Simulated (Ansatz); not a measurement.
Hg: phonon calculation (part 1 of 2)

The run: phonon calculation of Hg (2 atoms in the cell). Method and program: DFT, RPBE, plane waves, PAW, no spin polarisation (Ansatz 0.2.0).

The structure derives from a Materials Project entry. Figures and captions count atoms from 1; the log counts them from 0 in places.

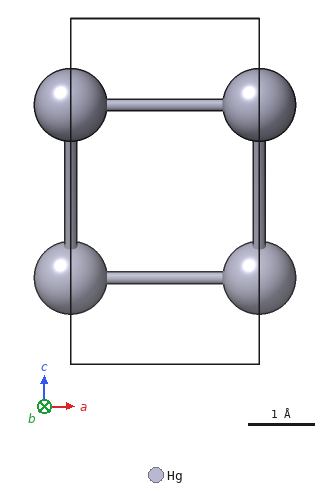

The input geometry (ball-and-stick view of the reduced cell, along the b axis; atoms are numbered from 1 in the order of the input). Near neighbours in the crystal (not all of them lie inside the picture): Hg has 8 Hg at 2.86 to 3.05 Å.

**Summary**

```csv
quantity,value
outcome,converged
space group (tolerance 0.01 Å),C2/m (12)
electrons treated,40
free energy,−27655.7331 eV
Fermi energy,15.738 eV
largest force (length of the vector),under 0.001 eV/Å
hardware,"1 thread of Intel Xeon (Granite Rapids), 96 GiB of memory available, shared host"
wall time,98 s
peak memory,0.71 GiB
```

**Remarks**

Settings chosen away from the usual ones: scf.initial_density.chi_scale = 0.1, hamiltonian.xc = "rpbe", scf.occupations.method = "cold", scf.occupations.width = 0.005. Spin–orbit coupling is left out, which matters for Hg.

**Input file**
```yaml
crystal:
  lattice:
    - [2.77459159422, 0.0, -0.69902800771]
    - [0.0, 5.24542785781, 0.0]
    - [-2.0010972685, 0.0, 3.64756877647]
  atoms:
    - { symbol: Hg, position: [0.749859266764, 0.25, 0.74996865872] }
    - { symbol: Hg, position: [0.250140733236, 0.75, 0.25003134128] }
kpoints:
  mp_grid: { grid: [12, 6, 10] }
scf:
  occupations: { method: cold, width: 0.005 }
  initial_density: { chi_scale: 0.1 }
hamiltonian:
  xc: rpbe
  pseudopotentials: { kind: paw }
phonons:
  supercell: [1, 1, 1]
```

Run as:
```bash
ansatz run input.yaml --threads 1 --pin off --max-ram 3072MiB --backend cpu --events-out ev --progress --plain --runs-dir out
```

**Output**
```
Engine: ansatz 0.2.0, x86_64-unknown-linux-gnu
Pseudopotentials: kind: paw
Pseudopotential: Hg, paw, valence charge 20, recommended cutoff 420 eV (normal), Hg.paw.azcp
Functional definition: RPBE
  parameter kappa = 0.804
  parameter beta = 0.06672455060314922
  exchange = rpbe_x(kappa = kappa, mu = beta*pi^2/3)
  correlation = pbe_c(beta = beta)
Crystal: 2 atoms, lattice volume = 45.749 Å³
Basis set: ecut = 420 eV, 875 PW (Γ), exchange–correlation on 40×72×60 points (8 copies of the dense FFT grid, shifted against one another)
Bands: 24, of which v1, the nominal top of the filled ones, is band 20 counted from 1 (19 counted from 0)
Symmetry: 4 space group operations
k-points: 248 of 720
Non-local potential: Hg, projectors of the file, l = 0: 3, l = 1: 2, l = 2: 2, l = 3: 1
PAW form: soft (Blöchl's): semilocal exchange-correlation on the pseudo side does not see the compensation charge
PAW frozen core: Hg, regenerated for the run's functional, and the local potential with it (the file was generated under x = pbe(κ = 0.804, μ = 0.2195149727645171), c = pbe(β = 0.06672455060314922))
PAW one-centre angular grid: Hg, 590 points (default); XC on 64 Gauss nodes
Initial density: superposition of atomic densities (chi_scale 0.1, normalization cell)
Initial wavefunctions: pseudopotential atomic-orbital guess
Functional: x = rpbe, c = pbe(β = 0.06672455060314922)
SCF iter   1: F=—  HF=-27655.790596 eV  |F-HF|=—  |Δ(HF+E_count)|=         —  Δρ=2.22e-2  dr2=2.69e-1  ethr=3.10e-3  ⟨swp⟩=5.2  Hψ=22951  notcnv=0
preconditioner: auto → none  [insulator: Δε(μ)=0.011 eV  Ē_g=11.725 eV  σ=0.005 eV  W_gap=0.73  n_scr=16 (ndim 8)  ℏωp=26.9 eV  f_vac=0.001  D(μ)=1.49/eV (n_scr^D=12)  ε∞_Penn≈6.3]
SCF iter   2: F=—  HF=-27655.734396 eV  |F-HF|=—  |Δ(HF+E_count)|=   5.62e-2  S|Δr|=    0.00e0  Δρ=8.38e-3  dr2=1.19e-2  ethr=6.72e-4  ⟨swp⟩=2.1  Hψ=11629  notcnv=0  defer=34
SCF iter   3: F=—  HF=-27655.732530 eV  |F-HF|=—  |Δ(HF+E_count)|=   1.87e-3  S|Δr|=    0.00e0  Δρ=3.40e-3  dr2=3.26e-3  ethr=2.97e-5  ⟨swp⟩=2.0  Hψ=11330  notcnv=0  defer=34
SCF iter   4: F=—  HF=-27655.733060 eV  |F-HF|=—  |Δ(HF+E_count)|=   5.29e-4  S|Δr|=    0.00e0  Δρ=3.37e-4  dr2=1.32e-5  ethr=8.16e-6  ⟨swp⟩=2.2  Hψ=9449  notcnv=0  defer=34
SCF iter   5: F=—  HF=-27655.733061 eV  |F-HF|=—  |Δ(HF+E_count)|=   1.86e-6  S|Δr|=    0.00e0  Δρ=2.91e-5  dr2=2.40e-7  ethr=3.30e-8  ⟨swp⟩=2.1  Hψ=9945  notcnv=0  defer=34
SCF iter   6: F=—  HF=-27655.733064 eV  |F-HF|=—  |Δ(HF+E_count)|=   3.01e-6  S|Δr|=    0.00e0  Δρ=5.19e-6  dr2=4.38e-9  ethr=6.00e-10  ⟨swp⟩=2.0  Hψ=8963  notcnv=0  defer=34
SCF iter   7: F=-27655.733064 eV  HF=-27655.733064 eV  |F-HF|=4.00e-11  |Δ(HF+E_count)|=   8.36e-9  S|Δr|=    0.00e0  Δρ=5.26e-7  dr2=5.70e-11  ethr=1.00e-12  ⟨swp⟩=4.0  Hψ=26037  notcnv=0
SCF 1 converged in 7 iterations: F = -27655.733064 eV  dr2 = 5.70e-11
  greatest PAW one-centre occupation: 1.000 electrons in one spin orbital (limit 2), on the Hg atom at site 1 (counted from 0), in its partial waves of l = 0
the harmonic batch is taken at displacements of 0.000625 Å and a dr2 threshold of 3.9e-12 eV from here on, in place of 0.0025 Å and 6.3e-11 eV, a step that its levels, its solves or its constants may not bear out (scf.occupations.method, Limitations)
SCF iter   1: F=—  HF=-27655.790596 eV  |F-HF|=—  |Δ(HF+E_count)|=         —  Δρ=2.22e-2  dr2=2.69e-1  ethr=3.10e-3  ⟨swp⟩=5.2  Hψ=22951  notcnv=0
SCF iter   2: F=—  HF=-27655.734396 eV  |F-HF|=—  |Δ(HF+E_count)|=   5.62e-2  S|Δr|=    0.00e0  Δρ=8.38e-3  dr2=1.19e-2  ethr=6.72e-4  ⟨swp⟩=2.1  Hψ=11629  notcnv=0  defer=34
SCF iter   3: F=—  HF=-27655.732530 eV  |F-HF|=—  |Δ(HF+E_count)|=   1.87e-3  S|Δr|=    0.00e0  Δρ=3.40e-3  dr2=3.26e-3  ethr=2.97e-5  ⟨swp⟩=2.0  Hψ=11330  notcnv=0  defer=34
SCF iter   4: F=—  HF=-27655.733060 eV  |F-HF|=—  |Δ(HF+E_count)|=   5.29e-4  S|Δr|=    0.00e0  Δρ=3.37e-4  dr2=1.32e-5  ethr=8.16e-6  ⟨swp⟩=2.2  Hψ=9449  notcnv=0  defer=34
SCF iter   5: F=—  HF=-27655.733061 eV  |F-HF|=—  |Δ(HF+E_count)|=   1.86e-6  S|Δr|=    0.00e0  Δρ=2.91e-5  dr2=2.40e-7  ethr=3.30e-8  ⟨swp⟩=2.1  Hψ=9945  notcnv=0  defer=34
SCF iter   6: F=—  HF=-27655.733064 eV  |F-HF|=—  |Δ(HF+E_count)|=   3.01e-6  S|Δr|=    0.00e0  Δρ=5.19e-6  dr2=4.38e-9  ethr=6.00e-10  ⟨swp⟩=2.0  Hψ=8963  notcnv=0  defer=34
SCF iter   7: F=—  HF=-27655.733064 eV  |F-HF|=—  |Δ(HF+E_count)|=   8.35e-9  S|Δr|=    0.00e0  Δρ=5.30e-7  dr2=5.74e-11  ethr=1.09e-11  ⟨swp⟩=2.0  Hψ=8897  notcnv=0  defer=34
SCF iter   8: F=—  HF=-27655.733064 eV  |F-HF|=—  |Δ(HF+E_count)|=  6.55e-11  S|Δr|=    0.00e0  Δρ=1.11e-7  dr2=7.46e-12  ethr=1.00e-12  ⟨swp⟩=5.9  Hψ=25370  notcnv=0
SCF iter   9: F=-27655.733064 eV  HF=-27655.733064 eV  |F-HF|=0.00e0  |Δ(HF+E_count)|=    0.00e0  S|Δr|=    0.00e0  Δρ=2.25e-8  dr2=1.45e-13  ethr=1.00e-12  ⟨swp⟩=4.9  Hψ=22023  notcnv=0
SCF 2 converged in 9 iterations: F = -27655.733064 eV  dr2 = 1.45e-13
Symmetry: 2 space group operations
k-points: 248 of 720 (time reversal used)
Initial density: handed on by an earlier stage of this run
Initial wavefunctions: pseudopotential atomic-orbital guess (no wavefunctions were taken with the density)
iter 1 solved again at ethr=3.31e-9 eV; its pass at ethr=3.10e-3 eV (dr2=1.33e-6 eV) is discarded
SCF iter   1: F=—  HF=-27655.733068 eV  |F-HF|=—  |Δ(HF+E_count)|=         —  Δρ=2.47e-5  dr2=1.37e-7  ethr=3.31e-9  ⟨swp⟩=4.8  Hψ=47686  notcnv=0
preconditioner: auto → none  [insulator: Δε(μ)=0.005 eV  Ē_g=11.948 eV  σ=0.005 eV  W_gap=0.55  n_scr=16 (ndim 8)  ℏωp=26.9 eV  f_vac=0.000  D(μ)=2.28/eV (n_scr^D=18)  ε∞_Penn≈6.1]
SCF iter   2: F=—  HF=-27655.733064 eV  |F-HF|=—  |Δ(HF+E_count)|=   4.03e-6  S|Δr|=    0.00e0  Δρ=1.12e-5  dr2=1.20e-8  ethr=3.43e-10  ⟨swp⟩=2.0  Hψ=8862  notcnv=0
SCF iter   3: F=—  HF=-27655.733064 eV  |F-HF|=—  |Δ(HF+E_count)|=   4.85e-9  S|Δr|=    0.00e0  Δρ=3.90e-6  dr2=1.53e-9  ethr=3.01e-11  ⟨swp⟩=1.2  Hψ=6001  notcnv=0
SCF iter   4: F=—  HF=-27655.733064 eV  |F-HF|=—  |Δ(HF+E_count)|=  8.69e-10  S|Δr|=    0.00e0  Δρ=1.42e-7  dr2=6.76e-12  ethr=3.84e-12  ⟨swp⟩=2.2  Hψ=8222  notcnv=0
SCF iter   5: F=-27655.733064 eV  HF=-27655.733064 eV  |F-HF|=0.00e0  |Δ(HF+E_count)|=  7.28e-12  S|Δr|=    0.00e0  Δρ=6.02e-8  dr2=4.53e-13  ethr=1.00e-12  ⟨swp⟩=5.0  Hψ=22773  notcnv=0
SCF 3 converged in 5 iterations: F = -27655.733064 eV  dr2 = 4.53e-13
  greatest PAW one-centre occupation: 1.000 electrons in one spin orbital (limit 2), on the Hg atom at site 0 (counted from 0), in its partial waves of l = 0
iter 1 solved again at ethr=3.31e-9 eV; its pass at ethr=3.10e-3 eV (dr2=1.32e-6 eV) is discarded
SCF iter   1: F=—  HF=-27655.733068 eV  |F-HF|=—  |Δ(HF+E_count)|=         —  Δρ=2.47e-5  dr2=1.37e-7  ethr=3.31e-9  ⟨swp⟩=4.8  Hψ=47782  notcnv=0
SCF iter   2: F=—  HF=-27655.733064 eV  |F-HF|=—  |Δ(HF+E_count)|=   4.03e-6  S|Δr|=    0.00e0  Δρ=1.12e-5  dr2=1.20e-8  ethr=3.43e-10  ⟨swp⟩=2.0  Hψ=8859  notcnv=0
SCF iter   3: F=—  HF=-27655.733064 eV  |F-HF|=—  |Δ(HF+E_count)|=   4.86e-9  S|Δr|=    0.00e0  Δρ=3.90e-6  dr2=1.53e-9  ethr=3.01e-11  ⟨swp⟩=1.2  Hψ=6001  notcnv=0
SCF iter   4: F=—  HF=-27655.733064 eV  |F-HF|=—  |Δ(HF+E_count)|=  8.59e-10  S|Δr|=    0.00e0  Δρ=1.42e-7  dr2=6.83e-12  ethr=3.84e-12  ⟨swp⟩=2.2  Hψ=8220  notcnv=0
SCF iter   5: F=-27655.733064 eV  HF=-27655.733064 eV  |F-HF|=1.09e-11  |Δ(HF+E_count)|=  3.64e-12  S|Δr|=    0.00e0  Δρ=6.05e-8  dr2=4.75e-13  ethr=1.00e-12  ⟨swp⟩=5.0  Hψ=22771  notcnv=0
SCF 4 converged in 5 iterations: F = -27655.733064 eV  dr2 = 4.75e-13
Symmetry: 1 space group operations
k-points: 364 of 720 (time reversal used)
iter 1 solved again at ethr=3.47e-9 eV; its pass at ethr=3.10e-3 eV (dr2=1.39e-6 eV) is discarded
SCF iter   1: F=—  HF=-27655.733068 eV  |F-HF|=—  |Δ(HF+E_count)|=         —  Δρ=2.13e-5  dr2=1.51e-7  ethr=3.47e-9  ⟨swp⟩=4.8  Hψ=70116  notcnv=0
SCF iter   2: F=—  HF=-27655.733064 eV  |F-HF|=—  |Δ(HF+E_count)|=   4.03e-6  S|Δr|=    0.00e0  Δρ=1.04e-5  dr2=4.38e-8  ethr=3.79e-10  ⟨swp⟩=2.0  Hψ=13085  notcnv=0
SCF iter   3: F=—  HF=-27655.733064 eV  |F-HF|=—  |Δ(HF+E_count)|=   6.52e-9  S|Δr|=    0.00e0  Δρ=6.36e-6  dr2=6.69e-9  ethr=1.09e-10  ⟨swp⟩=2.0  Hψ=13000  notcnv=0
SCF iter   4: F=—  HF=-27655.733064 eV  |F-HF|=—  |Δ(HF+E_count)|=  6.00e-10  S|Δr|=    0.00e0  Δρ=2.84e-6  dr2=8.45e-10  ethr=1.67e-11  ⟨swp⟩=2.7  Hψ=13025  notcnv=0
SCF iter   5: F=—  HF=-27655.733064 eV  |F-HF|=—  |Δ(HF+E_count)|=  3.89e-10  S|Δr|=    0.00e0  Δρ=3.95e-7  dr2=1.98e-11  ethr=2.11e-12  ⟨swp⟩=2.3  Hψ=12851  notcnv=0
SCF iter   6: F=-27655.733064 eV  HF=-27655.733064 eV  |F-HF|=3.64e-12  |Δ(HF+E_count)|=  1.46e-11  S|Δr|=    0.00e0  Δρ=4.22e-8  dr2=3.71e-13  ethr=1.00e-12  ⟨swp⟩=5.0  Hψ=34438  notcnv=0
SCF 5 converged in 6 iterations: F = -27655.733064 eV  dr2 = 3.71e-13
iter 1 solved again at ethr=3.47e-9 eV; its pass at ethr=3.10e-3 eV (dr2=1.39e-6 eV) is discarded
SCF iter   1: F=—  HF=-27655.733068 eV  |F-HF|=—  |Δ(HF+E_count)|=         —  Δρ=2.13e-5  dr2=1.52e-7  ethr=3.47e-9  ⟨swp⟩=4.8  Hψ=70145  notcnv=0
SCF iter   2: F=—  HF=-27655.733064 eV  |F-HF|=—  |Δ(HF+E_count)|=   4.03e-6  S|Δr|=    0.00e0  Δρ=1.04e-5  dr2=4.38e-8  ethr=3.79e-10  ⟨swp⟩=2.0  Hψ=13086  notcnv=0
SCF iter   3: F=—  HF=-27655.733064 eV  |F-HF|=—  |Δ(HF+E_count)|=   6.51e-9  S|Δr|=    0.00e0  Δρ=6.36e-6  dr2=6.70e-9  ethr=1.09e-10  ⟨swp⟩=2.0  Hψ=13000  notcnv=0
SCF iter   4: F=—  HF=-27655.733064 eV  |F-HF|=—  |Δ(HF+E_count)|=  5.71e-10  S|Δr|=    0.00e0  Δρ=2.84e-6  dr2=8.45e-10  ethr=1.67e-11  ⟨swp⟩=2.7  Hψ=13025  notcnv=0
SCF iter   5: F=—  HF=-27655.733064 eV  |F-HF|=—  |Δ(HF+E_count)|=  4.07e-10  S|Δr|=    0.00e0  Δρ=3.95e-7  dr2=1.99e-11  ethr=2.11e-12  ⟨swp⟩=2.3  Hψ=12843  notcnv=0
SCF iter   6: F=-27655.733064 eV  HF=-27655.733064 eV  |F-HF|=3.64e-12  |Δ(HF+E_count)|=  1.82e-11  S|Δr|=    0.00e0  Δρ=4.22e-8  dr2=3.71e-13  ethr=1.00e-12  ⟨swp⟩=5.0  Hψ=34428  notcnv=0
SCF 6 converged in 6 iterations: F = -27655.733064 eV  dr2 = 3.71e-13
the harmonic batch is taken at displacements of 0.0025 Å and a dr2 threshold of 6.3e-11 eV from here on, in place of 0.000625 Å and 3.9e-12 eV, a step that its levels, its solves or its constants may not bear out (scf.occupations.method, Limitations)
```
